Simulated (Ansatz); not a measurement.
**Single-point calculation of SnO2**

The run: single-point calculation of SnO2 (6 atoms in the cell). Method and program: DFT r2SCAN, scalar-relativistic, plane waves, PAW, no spin polarisation (Ansatz 0.2.0).

The structure derives from a Materials Project entry.

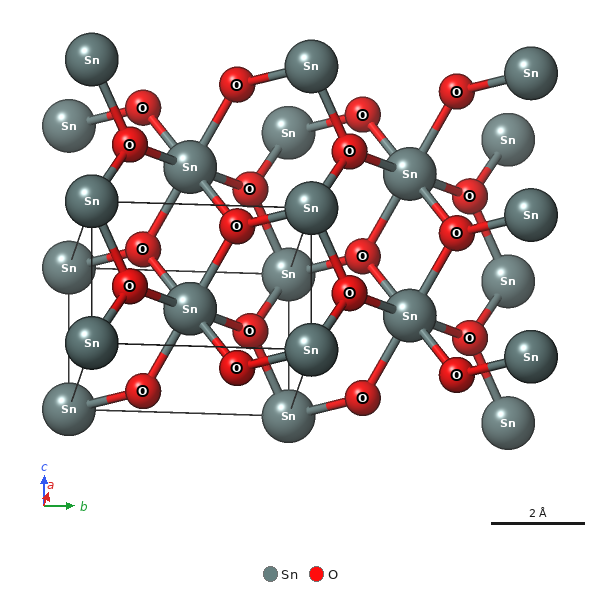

**Figure 1.** The structure as given in the input (ball-and-stick view of the cell of the calculation, repeated 1 × 2 × 2, seen at an oblique angle). An atom can appear more than once, as a periodic image.

## Summary

| quantity | value |
| --- | --- |
| outcome | converged |
| space group (tolerance 0.01 Å) | P4₂/mnm (136) |
| electrons treated | 52 |
| free energy | −14352.4262 eV |
| Fermi energy | 9.678 eV |
| gap on the k-point mesh | 1.72 eV |
| pressure | −0.93 GPa |
| largest force (length of the vector) | 0.008 eV/Å |
| hardware | 2 threads of Intel Xeon (Sapphire Rapids), 32 GiB of memory available, shared host |
| wall time | 4.4 s (CPU time 7.3 s) |
| peak memory | 0.56 GiB |

## Input
```yaml
crystal:
  lattice:
    - [4.764818045, 0.0, 0.0]
    - [0.0, 4.764818045, 0.0]
    - [0.0, 0.0, 3.20749977]
  atoms:
    - { symbol: Sn, position: [0.5, 0.5, 0.5] }
    - { symbol: Sn, position: [0.0, 0.0, 0.0] }
    - { symbol: O, position: [0.1940277, 0.8059723, 0.5] }
    - { symbol: O, position: [0.8059723, 0.1940277, 0.5] }
    - { symbol: O, position: [0.3059723, 0.3059723, 0.0] }
    - { symbol: O, position: [0.6940277, 0.6940277, 0.0] }
basis:
  ecutwfc: 500
kpoints:
  mp_grid: { grid: [4, 4, 6] }
hamiltonian:
  xc: r2scan
scf:
  occupations: { method: gaussian, width: 0.1 }
output:
  forces: true
  stress: true
  eigenvalues: true
```

Command:
```bash
ansatz run input.yaml --threads 2 --pin off --max-ram 5120MiB --backend cpu --events-out ev --progress --plain --runs-dir out
```

## What the program printed
```
Engine: ansatz 0.2.0, x86_64-unknown-linux-gnu
Pseudopotentials: kind: paw
Pseudopotential: Sn, paw, valence charge 14, recommended cutoff 500 eV (meta_gga), Sn.paw.azcp
Pseudopotential: O, paw, valence charge 6, recommended cutoff 500 eV (meta_gga), O.paw.azcp
Functional definition: r2SCAN
  parameter k0 = 0.174
  parameter k1 = 0.065
  parameter a1 = 4.9479
  exchange = r2scan_x(k0 = k0, k1 = k1, a1 = a1)
  correlation = r2scan_c
Crystal: 6 atoms, lattice volume = 72.821 Å³
Basis set: ecut = 500 eV, 1883 PW (Γ), exchange–correlation on 144×144×96 points (64 copies of the dense FFT grid, shifted against one another)
Bands: 32, of which v1, the nominal top of the filled ones, is band 26 counted from 1 (25 counted from 0)
Symmetry: 16 space group operations
Space group: P42/mnm (ITA 136), of the structure as read, at distance tolerance 4.2e-5 Å
k-points: 24 of 96
Non-local potential: Sn, projectors of the file, l = 0: 2, l = 1: 2, l = 2: 2, l = 3: 2
Non-local potential: O, projectors of the file, l = 0: 2, l = 1: 2, l = 2: 1
PAW form: soft (Blöchl's): semilocal exchange-correlation on the pseudo side does not see the compensation charge
PAW frozen core: Sn, regenerated for the run's functional (the file was generated under x = pbe(κ = 0.804, μ = 0.2195149727645171), c = pbe(β = 0.06672455060314922))
PAW frozen core: O, regenerated for the run's functional (the file was generated under x = pbe(κ = 0.804, μ = 0.2195149727645171), c = pbe(β = 0.06672455060314922))
PAW one-centre angular grid: Sn, 590 points (default); XC on 249 of its mesh's 2787 points in the sphere
PAW one-centre angular grid: O, 302 points (default); XC on 160 Gauss nodes
Initial density: superposition of atomic densities (neutral atoms: chi_scale 0, normalization atom), corrected by the library's trained network
Initial wavefunctions: pseudopotential atomic-orbital guess
Functional: x = r2scan, c = r2scan; τ floored in thin density (d = 2e-4 eV/Å³)
SCF iter   1: F=—  HF=-14352.323652 eV  |F-HF|=—  |Δ(HF+E_count)|=         —  Δρ=1.03e-2  dr2=5.66e-2  dr2_τ=2.66e-1  ethr=1.77e-3  ⟨swp⟩=5.8  Hψ=3326  notcnv=0  defer=1
preconditioner: auto → Resta (q_TF=auto, 2.579 Å⁻¹)  ε∞=3.3  [insulator: Δε(μ)=1.767 eV  Ē_g=20.777 eV  σ=0.100 eV  W_gap=1.00  n_scr=18 (ndim 8)  ℏωp=31.4 eV  f_vac=0.030  D(μ)=0.00/eV (n_scr^D=0)  ε∞_Penn≈3.3]
SCF iter   2: F=—  HF=-14352.427084 eV  |F-HF|=—  |Δ(HF+E_count)|=   1.03e-1  Δρ=6.11e-3  dr2=1.50e-2  dr2_τ=1.01e-3  ethr=1.09e-4  ⟨swp⟩=2.0  Hψ=1445  notcnv=0  defer=42
SCF iter   3: F=—  HF=-14352.426110 eV  |F-HF|=—  |Δ(HF+E_count)|=   9.74e-4  Δρ=8.44e-4  dr2=4.87e-4  dr2_τ=1.02e-4  ethr=2.88e-5  ⟨swp⟩=1.0  Hψ=726  notcnv=0  defer=18
automatic band count: iteration 3 solves 31 bands in place of 32: the levels show a gap, and the empty bands left out lie too high to hold charge; the band table lists the bands solved (type scf.n_extra_bands for more)
SCF iter   4: F=—  HF=-14352.426184 eV  |F-HF|=—  |Δ(HF+E_count)|=   7.47e-5  Δρ=2.78e-4  dr2=4.10e-5  dr2_τ=4.14e-6  ethr=9.36e-7  ⟨swp⟩=2.1  Hψ=1096  notcnv=0  defer=18
SCF iter   5: F=—  HF=-14352.426189 eV  |F-HF|=—  |Δ(HF+E_count)|=   4.57e-6  Δρ=1.20e-4  dr2=1.22e-5  dr2_τ=7.12e-7  ethr=7.88e-8  ⟨swp⟩=2.1  Hψ=1147  notcnv=0  defer=18
SCF iter   6: F=—  HF=-14352.426186 eV  |F-HF|=—  |Δ(HF+E_count)|=   2.79e-6  Δρ=5.52e-5  dr2=2.35e-6  dr2_τ=7.23e-8  ethr=2.34e-8  ⟨swp⟩=2.3  Hψ=1305  notcnv=0  defer=18
SCF iter   7: F=-14352.426186 eV  HF=-14352.426186 eV  |F-HF|=6.76e-9  |Δ(HF+E_count)|=   5.85e-7  Δρ=6.13e-6  dr2=2.48e-8  dr2_τ=1.66e-9  ethr=1.92e-10  ⟨swp⟩=7.9  Hψ=3799  notcnv=0
SCF 1 converged in 7 iterations: F = -14352.426186 eV  dr2 = 2.48e-8
  greatest PAW one-centre occupation: 0.996 electrons in one spin orbital (limit 2), on the Sn atom at site 0 (counted from 0), in its partial waves of l = 2
```

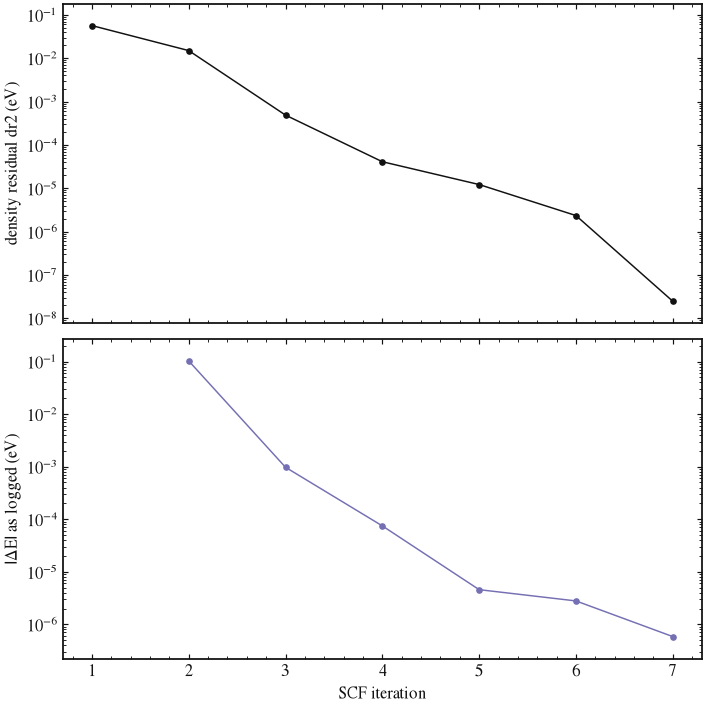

**Figure 2.** Convergence of the self-consistent field: density residual dr2 and size of the energy change against the SCF iteration. The residual falls at every step.

```
SCF converged after 7 iterations
Free energy (F): -14352.426186 eV
Harris-Foulkes:  -14352.426186 eV  (|F-HF|=6.76e-9)
Internal energy: -14352.426186 eV  (E = F + TS)
E sigma→0 (E₀):  -14352.426186 eV
Fermi energy:    9.678321 eV
--- Per-component energies (eV) ---
  E_band       = -168.019020
  E_kinetic    = 1085.137023
  E_local      = -2892.736819  (includes V_loc(G=0)·N_el)
  E_nonlocal   = 131.457837
  E_hartree    = 1504.274061
  E_xc         = -1035.649175
  E_vxc        = -622.466383  (∫ρ·V_xc dr)
  E_paw        = -8986.136827  (= ΣΔE_a)
  E_vpaw       = -917.266759  (= ΣTr[D̂ρ^β])
  E_aug_tail   = 0.003945  (compensation charges beyond the density's cutoff)
  E_vtau       = 39.300121  (kinetic-family band-sum trace: ∫τ·v_τ [+ j·A + Jᵃ·Aᵃ] dr)
  E_ewald      = -4160.119106
  E_core_change = 1.342876  (= ΣΔE_core)
  E_smearing   = -0.000000  (= −TS)
  E_closure    = 0.000000  (closes the sum)
  Σ components = -14352.426186   (vs F -14352.426186, Δ=0.00e0)
--- Forces (eV/Å), atoms counted from 1 ---
  atom   1  Sn     0.00000000     0.00000000     0.00000000
  atom   2  Sn     0.00000000    -0.00000000     0.00000000
  atom   3  O     -0.00590249     0.00590249     0.00000000
  atom   4  O      0.00590249    -0.00590249     0.00000000
  atom   5  O      0.00590249     0.00590249     0.00000000
  atom   6  O     -0.00590249    -0.00590249     0.00000000
  max |Σ_I F_I| component: 2.60e-18 eV/Å
--- Stress (GPa, compression-positive) ---
       -0.768052       0.000000       0.000000
        0.000000      -0.768052       0.000000
        0.000000       0.000000      -1.256133
  P = ⅓ Tr σ = -0.9307 GPa (-9.307 kbar)
--- Band table (eV; the first three rows and the last of 24) ---
  k-point 0: bands = ["-12.9298", "-12.0529", "-11.7727", "-11.7548", "-11.7548", "-11.7016", "-11.6329", "-11.5506", "-11.5169", "-11.5169", "-10.8510", "-9.1885", "-9.1885", "-7.2575", "0.7908", "4.8228", "4.8228", "4.9316", "5.7157", "6.8657", "6.9407", "7.6127", "7.6127", "8.0585", "8.0585", "8.8204", "10.5362", "15.5860", "15.8370", "15.8370", "19.9386"]
  k-point 1: bands = ["-12.7989", "-12.0421", "-12.0421", "-11.8917", "-11.7334", "-11.7267", "-11.6227", "-11.5515", "-11.5479", "-11.5479", "-10.7177", "-8.7443", "-8.7443", "-7.4811", "0.8027", "4.7381", "5.0688", "5.0688", "5.3807", "5.8980", "6.7118", "6.7237", "6.7237", "8.0726", "8.0726", "8.5914", "12.0108", "16.0965", "16.9341", "16.9341", "18.7690"]
  k-point 2: bands = ["-12.4817", "-12.4733", "-12.4733", "-11.8928", "-11.6185", "-11.5984", "-11.5982", "-11.5961", "-11.5961", "-11.5573", "-10.1748", "-8.1644", "-7.9863", "-7.9863", "0.9997", "3.3192", "4.6579", "5.1949", "5.1949", "5.8655", "5.8655", "5.9496", "6.4156", "7.8329", "7.8329", "7.9755", "14.1316", "16.4027", "18.3979", "18.9927", "18.9927"]
  k-point 23: bands = ["-12.6628", "-12.6628", "-12.1566", "-12.1566", "-11.6215", "-11.6215", "-11.5674", "-11.5674", "-11.5284", "-11.5284", "-9.0267", "-9.0267", "-7.7054", "-7.7054", "0.9922", "0.9922", "3.8788", "3.8788", "6.3203", "6.3203", "6.4832", "6.4832", "7.8761", "7.8761", "7.9784", "7.9784", "14.2893", "14.2893", "18.4469", "18.4469", "20.6638"]
```

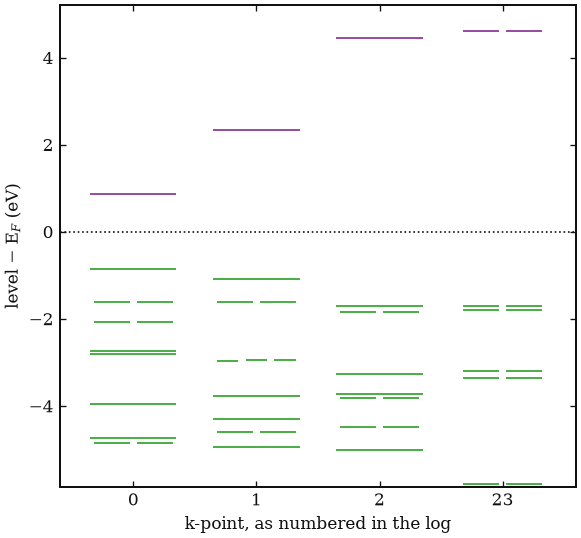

**Figure 3.** Kohn–Sham levels near the Fermi level (dotted) at the few k-points that the log prints; levels within 0.02 eV of each other stand side by side. Among these points the highest filled and lowest empty levels are 1.72 eV apart, which is the gap on the mesh.
